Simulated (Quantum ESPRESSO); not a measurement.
# KF (Carobbiite): zone-centre phonons

Aim: the zone-centre modes of KF (Carobbiite).

Calculated with Quantum ESPRESSO 7.5; DFT LDA, scalar-relativistic, plane waves, PseudoDojo norm-conserving pseudopotentials.

## (1) The structure

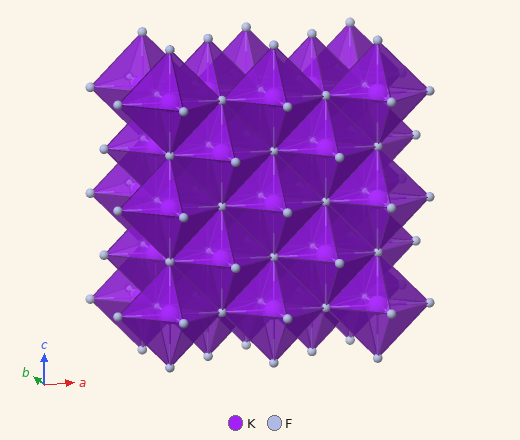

The cell as given, slightly off an axis (potassium purple, fluorine light blue). 2×1×2 cells are drawn. This picture shows the conventional cell, with its axes. Some periodic images of atoms are drawn too.

## (2) A first look

Before anything dear is run, a loose run with smearing shows whether this is a metal and how far the cell is from rest.

The input, probe.in:

```
&CONTROL
  calculation = 'scf'
  prefix      = 'x'
  outdir      = './tmp'
  pseudo_dir  = './pseudo'
  tprnfor     = .true.
  tstress     = .true.
  verbosity   = 'high'
/
&SYSTEM
  ibrav       = 0
  nat         = 2
  ntyp        = 2
  ecutwfc     = 92.0
  occupations = 'smearing'
  smearing    = 'gaussian'
  degauss     = 0.01
/
&ELECTRONS
  conv_thr         = 1.0d-07
  mixing_beta      = 0.7
  electron_maxstep = 100
/
ATOMIC_SPECIES
 K      39.0983  K.upf
 F      18.9984  F.upf
CELL_PARAMETERS angstrom
    -2.671850000    0.000000000    2.671850000
     0.000000000    2.671850000    2.671850000
    -2.671850000    2.671850000    0.000000000
ATOMIC_POSITIONS crystal
 K      0.000000000   0.000000000   0.000000000
 F      0.500000000   0.500000000   0.500000000
K_POINTS automatic
 6 6 6 0 0 0
```

Command:

```sh
OMP_NUM_THREADS=1 mpirun -n 4 pw.x -nk 4 -in probe.in > probe.out
```

What it wrote:

```text
[banners, grids, parts of the stress and lines that vanish by symmetry left out]
Program PWSCF v.7.5
     Message from routine setup:
     using ibrav=0 with symmetry is DISCOURAGED, use correct ibrav instead
[...]
kinetic-energy cutoff     =      92.0000  Ry
     charge density cutoff     =     368.0000  Ry
     scf convergence threshold =      1.0E-07
[...]
Exchange-correlation= SLA  PW   NOGX NOGC
                           (   1   4   0   0   0   0   0)
[...]
48 Sym. Ops., with inversion, found
[...]
(     0          1          0      )
                  (     0          0          1      )
[...]
(  0.0000000  1.0000000  0.0000000 )
                  ( -0.0000000 -0.0000000  1.0000000 )
[...]
(     1          0         -1      )
                  (     0          0         -1      )
[...]
( -0.0000000 -1.0000000 -0.0000000 )
[...]
(     0          1         -1      )
                  (     0          1          0      )
[...]
( -1.0000000  0.0000000  0.0000000 )
                  (  0.0000000  1.0000000 -0.0000000 )
[...]
number of k points=    16  Gaussian smearing, width (Ry)=  0.0100
[...]
End of self-consistent calculation
[...]
the Fermi energy is     5.4869 ev
!    total energy              =    -109.22949905 Ry
[...]
convergence has been achieved in   7 iterations
[...]
atom    1 type  1   force =     0.00000000    0.00000000    0.00000000
     atom    2 type  2   force =     0.00000000    0.00000000    0.00000000
[...]
Total force =     0.000000     Total SCF correction =     0.000000
[...]
total   stress  (Ry/bohr**3)                   (kbar)     P=      -35.84
[...]
XML data file, charge density, pseudopotentials, collected wavefunctions

   JOB DONE.
```

Wall time 3.1 s (4 MPI ranks of Intel Xeon Platinum 8559C (Emerald Rapids), shared host).

Numbers from this step:

```yaml
volume_per_atom: 19.07 Å³
pressure: -3.584 GPa
gap_on_the_k_mesh: 5.821 eV
```

A gap of 5.8 eV opens on this mesh, so the crystal is taken as an insulator; the start stands at -3.6 GPa.

## (3) Relaxation

The relaxation runs at a cutoff a fifth above that of the response, since stress converges more slowly with the basis than frequencies do. Forces and stress are brought to rest with tight thresholds.

The input, relax.in:

```
&CONTROL
  calculation   = 'vc-relax'
  prefix        = 'x'
  outdir        = './tmp'
  pseudo_dir    = './pseudo'
  tprnfor       = .true.
  tstress       = .true.
  forc_conv_thr = 2.0d-05
  etot_conv_thr = 1.0d-07
  nstep         = 40
/
&SYSTEM
  ibrav       = 0
  nat         = 2
  ntyp        = 2
  ecutwfc     = 110
  occupations = 'fixed'
  nbnd        = 10
/
&ELECTRONS
  conv_thr         = 1.0d-11
  mixing_beta      = 0.7
  electron_maxstep = 100
/
&IONS
/
&CELL
  press_conv_thr = 0.2
/
ATOMIC_SPECIES
 K      39.0983  K.upf
 F      18.9984  F.upf
CELL_PARAMETERS angstrom
    -2.671850000    0.000000000    2.671850000
     0.000000000    2.671850000    2.671850000
    -2.671850000    2.671850000    0.000000000
ATOMIC_POSITIONS crystal
 K      0.000000000   0.000000000   0.000000000
 F      0.500000000   0.500000000   0.500000000
K_POINTS automatic
 8 8 8 0 0 0
```

Command:

```sh
OMP_NUM_THREADS=1 mpirun -n 4 pw.x -nk 4 -in relax.in > relax.out
```

What it wrote:

```text
[banners, grids, parts of the stress and lines that vanish by symmetry left out]
[banner, memory and clock lines left out]
Program PWSCF v.7.5

[...]
kinetic-energy cutoff     =     110.0000  Ry
     charge density cutoff     =     440.0000  Ry
     scf convergence threshold =      1.0E-11
[...]
energy convergence thresh.=      1.0E-07
     force convergence thresh. =      2.0E-05
     press convergence thresh. =      2.0E-01
     Exchange-correlation= SLA  PW   NOGX NOGC
                           (   1   4   0   0   0   0   0)
[...]
48 Sym. Ops., with inversion, found
[...]
number of k points=    29
[...]
End of self-consistent calculation
[...]
highest occupied, lowest unoccupied level (ev):     1.0873    6.9077
!    total energy              =    -109.22952176 Ry
[...]
convergence has been achieved in  11 iterations
[...]
atom    1 type  1   force =     0.00000000    0.00000000    0.00000000
     atom    2 type  2   force =     0.00000000    0.00000000   -0.00000000
     Total force =     0.000000     Total SCF correction =     0.000000
[...]
total   stress  (Ry/bohr**3)                   (kbar)     P=      -35.68
[...]
number of bfgs steps    =   0
[...]
CELL_PARAMETERS (angstrom)
[...]
ATOMIC_POSITIONS (crystal)
K                0.0000000000        0.0000000000        0.0000000000
F                0.5000000000        0.5000000000        0.5000000000
[...]
New effective cutoffs (rho, wfc):  443.62  111.34
[...]
End of self-consistent calculation
[...]
highest occupied, lowest unoccupied level (ev):     1.2160    7.1300
!    total energy              =    -109.23057687 Ry
[...]
convergence has been achieved in   7 iterations
[...]
atom    1 type  1   force =     0.00000000    0.00000000    0.00000000
     atom    2 type  2   force =     0.00000000   -0.00000000    0.00000000
     Total force =     0.000000     Total SCF correction =     0.000000
[...]
total   stress  (Ry/bohr**3)                   (kbar)     P=      -30.91
[...]
number of bfgs steps    =   1
[...]
WARNING: bfgs curvature condition failed, Theta= 0.935
[...]
CELL_PARAMETERS (angstrom)
[...]
ATOMIC_POSITIONS (crystal)
K                0.0000000000        0.0000000000        0.0000000000
F                0.5000000000        0.5000000000        0.5000000000
[...]
New effective cutoffs (rho, wfc):  451.85  113.41
[...]
End of self-consistent calculation
[...]
highest occupied, lowest unoccupied level (ev):     1.4169    7.4765
!    total energy              =    -109.23183609 Ry
[...]
convergence has been achieved in   9 iterations
[...]
atom    1 type  1   force =     0.00000000   -0.00000000    0.00000000
     atom    2 type  2   force =     0.00000000    0.00000000   -0.00000000
     Total force =     0.000000     Total SCF correction =     0.000000
[...]
total   stress  (Ry/bohr**3)                   (kbar)     P=      -22.72
[...]
number of bfgs steps    =   2
[...]
CELL_PARAMETERS (angstrom)
[...]
ATOMIC_POSITIONS (crystal)
[...]
New effective cutoffs (rho, wfc):  464.63  116.62
[...]
End of self-consistent calculation
[...]
total   stress  (Ry/bohr**3)                   (kbar)     P=       -7.69
[...]
number of bfgs steps    =   3
[...]
CELL_PARAMETERS (angstrom)
[...]
ATOMIC_POSITIONS (crystal)
[...]
New effective cutoffs (rho, wfc):  471.10  118.24
[...]
End of self-consistent calculation
[...]
highest occupied, lowest unoccupied level (ev):     1.9025    8.3126
!    total energy              =    -109.23301241 Ry
[...]
convergence has been achieved in   9 iterations
[...]
atom    1 type  1   force =    -0.00000000   -0.00000000    0.00000000
     atom    2 type  2   force =    -0.00000000   -0.00000000    0.00000000
     Total force =     0.000000     Total SCF correction =     0.000000
[...]
total   stress  (Ry/bohr**3)                   (kbar)     P=        1.06
[...]
number of bfgs steps    =   4
[...]
CELL_PARAMETERS (angstrom)
[...]
ATOMIC_POSITIONS (crystal)
[...]
New effective cutoffs (rho, wfc):  470.32  118.05
[...]
End of self-consistent calculation
[...]
highest occupied, lowest unoccupied level (ev):     1.8823    8.2779
!    total energy              =    -109.23301441 Ry
[...]
convergence has been achieved in   8 iterations
[...]
atom    1 type  1   force =    -0.00000000    0.00000000   -0.00000000
     atom    2 type  2   force =     0.00000000    0.00000000   -0.00000000
     Total force =     0.000000     Total SCF correction =     0.000000
[...]
total   stress  (Ry/bohr**3)                   (kbar)     P=       -0.04
[...]
number of bfgs steps    =   5
[...]
small trust_radius: resetting bfgs history
[...]
CELL_PARAMETERS (angstrom)
[...]
ATOMIC_POSITIONS (crystal)
[...]
New effective cutoffs (rho, wfc):  470.33  118.05
[...]
End of self-consistent calculation
[...]
highest occupied, lowest unoccupied level (ev):     1.8825    8.2782
!    total energy              =    -109.23301441 Ry
[...]
convergence has been achieved in   3 iterations
[...]
atom    1 type  1   force =     0.00000000    0.00000000    0.00000000
     atom    2 type  2   force =     0.00000000   -0.00000000    0.00000000
     Total force =     0.000000     Total SCF correction =     0.000000
[...]
total   stress  (Ry/bohr**3)                   (kbar)     P=       -0.03
[...]
bfgs converged in   7 scf cycles and   6 bfgs steps
[...]
End of BFGS Geometry Optimization
     Final enthalpy           =    -109.2330144083 Ry
     File ./tmp/x.bfgs deleted, as requested
[...]
CELL_PARAMETERS (angstrom)
[...]
ATOMIC_POSITIONS (crystal)
K                0.0000000000       -0.0000000000        0.0000000000
F                0.5000000000        0.5000000000        0.5000000000
[...]
Final scf calculation at the relaxed structure.
[...]
kinetic-energy cutoff     =     110.0000  Ry
     charge density cutoff     =     440.0000  Ry
     scf convergence threshold =      1.0E-13
[...]
press convergence thresh. =      2.0E-01
     Exchange-correlation= SLA  PW   NOGX NOGC
                           (   1   4   0   0   0   0   0)
[...]
48 Sym. Ops., with inversion, found
[...]
number of k points=    29
[...]
c_bands:  1 eigenvalues not converged
     c_bands:  1 eigenvalues not converged
[...]
End of self-consistent calculation
[...]
highest occupied, lowest unoccupied level (ev):     1.8825    8.2782
!    total energy              =    -109.23301161 Ry
[...]
convergence has been achieved in  12 iterations
[...]
atom    1 type  1   force =    -0.00000000   -0.00000000   -0.00000000
     atom    2 type  2   force =     0.00000000    0.00000000    0.00000000
     Total force =     0.000000     Total SCF correction =     0.000000
[...]
total   stress  (Ry/bohr**3)                   (kbar)     P=       -0.01
[...]
XML data file, charge density, pseudopotentials, collected wavefunctions
```

Wall time 36 s (4 MPI ranks); 2.4 min of CPU time.

Step by step:

| step | energy less that of the first step (eV) | largest force (eV/Å) | pressure (GPa) | volume (Å³) |
| --- | --- | --- | --- | --- |
| 1 | 0.0000 | 0.0000 | -3.57 | 38.15 |
| 2 | -0.0144 | 0.0000 | -3.09 | 37.46 |
| 3 | -0.0315 | 0.0000 | -2.27 | 36.44 |
| 4 | -0.0460 | 0.0000 | -0.77 | 34.95 |
| 5 | -0.0475 | 0.0000 | 0.11 | 34.23 |
| 6 | -0.0475 | 0.0000 | 0.00 | 34.31 |
| 7 | -0.0475 | 0.0000 | 0.00 | 34.31 |
| 8 | -0.0475 | 0.0000 | 0.00 | 34.31 |

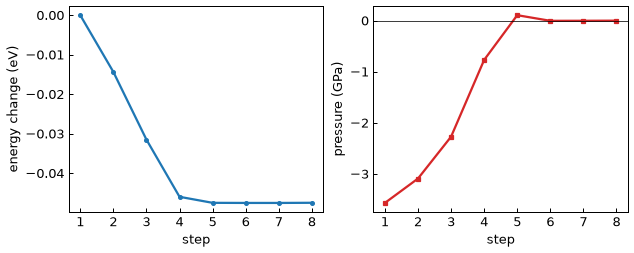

Energy and pressure along the relaxation.

| conventional cell, symmetrised | before | after | change |
| --- | --- | --- | --- |
| a (Å) | 5.344 | 5.158 | -3.5 % |
| b (Å) | 5.344 | 5.158 | -3.5 % |
| c (Å) | 5.344 | 5.158 | -3.5 % |
| volume (Å³/atom) | 19.07 | 17.16 | -10.1 % |

Final coordinates:

```
CELL_PARAMETERS angstrom
-2.57913 0.00000 2.57913
0.00000 2.57913 2.57913
-2.57913 2.57913 0.00000
ATOMIC_POSITIONS crystal
K 0.00000 0.00000 0.00000
F 0.50000 0.50000 0.50000
```

The last row of the table of steps is pw.x's closing run on a basis chosen anew for the final cell, so its energy can jump.

This step gave:

```
volume per atom   : 17.16 Å³
pressure          : -0.001 GPa
gap on the k-mesh : 6.396 eV
```

The volume changes by -10.1 % from the cell with which this run began.

## (4) Self-consistent run for the response

The response is built on this ground state, so it is converged far tighter than an energy would need. With a gap, occupations are fixed, which also allows the response to an electric field.

The input, scf.in:

```
&CONTROL
  calculation = 'scf'
  prefix      = 'x'
  outdir      = './tmp'
  pseudo_dir  = './pseudo'
  tprnfor     = .true.
  tstress     = .true.
/
&SYSTEM
  ibrav       = 0
  nat         = 2
  ntyp        = 2
  ecutwfc     = 92.0
  occupations = 'fixed'
  nbnd        = 10
/
&ELECTRONS
  conv_thr         = 1.0d-12
  mixing_beta      = 0.7
  electron_maxstep = 100
/
ATOMIC_SPECIES
 K      39.0983  K.upf
 F      18.9984  F.upf
CELL_PARAMETERS angstrom
    -2.579131827    0.000000000    2.579131827
     0.000000000    2.579131827    2.579131827
    -2.579131827    2.579131827    0.000000000
ATOMIC_POSITIONS crystal
 K      0.000000000   0.000000000   0.000000000
 F      0.500000000   0.500000000   0.500000000
K_POINTS automatic
 8 8 8 0 0 0
```

Command:

```sh
OMP_NUM_THREADS=1 mpirun -n 4 pw.x -nk 4 -in scf.in > scf.out
```

What it wrote:

```text
[banners, grids, parts of the stress and lines that vanish by symmetry left out]
[banner, memory and clock lines left out]
Program PWSCF v.7.5

[...]
kinetic-energy cutoff     =      92.0000  Ry
     charge density cutoff     =     368.0000  Ry
     scf convergence threshold =      1.0E-12
[...]
Exchange-correlation= SLA  PW   NOGX NOGC
                           (   1   4   0   0   0   0   0)
[...]
48 Sym. Ops., with inversion, found
[...]
number of k points=    29
[...]
End of self-consistent calculation
[...]
highest occupied, lowest unoccupied level (ev):     1.8825    8.2782
!    total energy              =    -109.23298898 Ry
[...]
convergence has been achieved in  11 iterations
[...]
atom    1 type  1   force =     0.00000000    0.00000000   -0.00000000
     atom    2 type  2   force =     0.00000000    0.00000000   -0.00000000
     Total force =     0.000000     Total SCF correction =     0.000000
[...]
total   stress  (Ry/bohr**3)                   (kbar)     P=       -0.07
[...]
XML data file, charge density, pseudopotentials, collected wavefunctions
```

Run time: 5.3 s. Hardware: 4 MPI ranks.

This step gave:

```
pressure : -0.007000 GPa
```

The cell stands at -0.0070 GPa, close enough for phonons.

(Continued in part 2 of 4.)

[Host names and launcher messages were left out of these logs when they were recorded.]

[Logs are printed without paths, hosts, clocks, repeated set-up lines and the standing remarks that a program may print on its own settings, such as how far it seeks lower states.]

[Hosts, paths, dates, database ids (printed as entryN), source tags and the programs' standing remarks are cut or masked in the printed files.]
